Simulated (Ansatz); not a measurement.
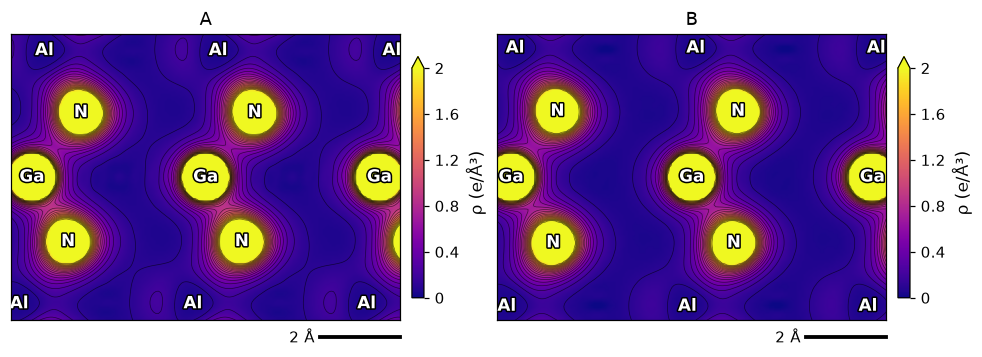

AlGa$_{3}$N$_{4}$. The valence pseudo-density of two cells that differ in size and shape, on the (011̄) plane of each (indices in the axes of the calculation cell), at one length scale and on one colour scale; one has 10.2 and the other 11.5 Å³ an atom.

Space group R3m; a point of a scan over the structure, not its minimum; a structure from a database of computed crystals, not necessarily the ambient phase; PAW files of the earlier set (soft_1).

Theory: DFT LDA, scalar-relativistic, plane waves, PAW (Ansatz).

The larger cell:

```yaml
crystal:
  lattice:
    - [4.51529, 0.05157, 0.05157]
    - [0.05157, 4.51529, 0.05157]
    - [0.05157, 0.05157, 4.51529]
  atoms:
    - { symbol: Al, position: [0.00000, 0.00000, 0.00000] }
    - { symbol: Ga, position: [0.50000, 0.50000, 0.00000] }
    - { symbol: Ga, position: [0.50000, 0.00000, 0.50000] }
    - { symbol: Ga, position: [0.00000, 0.50000, 0.50000] }
    - { symbol: N, position: [0.75481, 0.75481, 0.24519] }
    - { symbol: N, position: [0.75481, 0.24519, 0.75481] }
    - { symbol: N, position: [0.24519, 0.75481, 0.75481] }
    - { symbol: N, position: [0.24519, 0.24519, 0.24519] }
```

The smaller cell: a = 4.344 Å, b = 4.344 Å, c = 4.344 Å, α = 85.84°, β = 85.84°, γ = 85.84°.

Question: Which panel shows the smaller cell, and what does the compression change?

Answer: Panel A is the smaller cell, by 12 % in volume. From the larger cell to the smaller, Al–N goes from 1.90 to 1.80 Å, and the density at its midpoint from 0.68 to 0.82 e/Å³; Ga–N goes from 1.95 to 1.85 Å, and the density at its midpoint from 0.73 to 0.89 e/Å³; the pressure goes from −10 to 19 GPa; the Kohn–Sham gap goes from 2.1 eV to 2.4 eV.
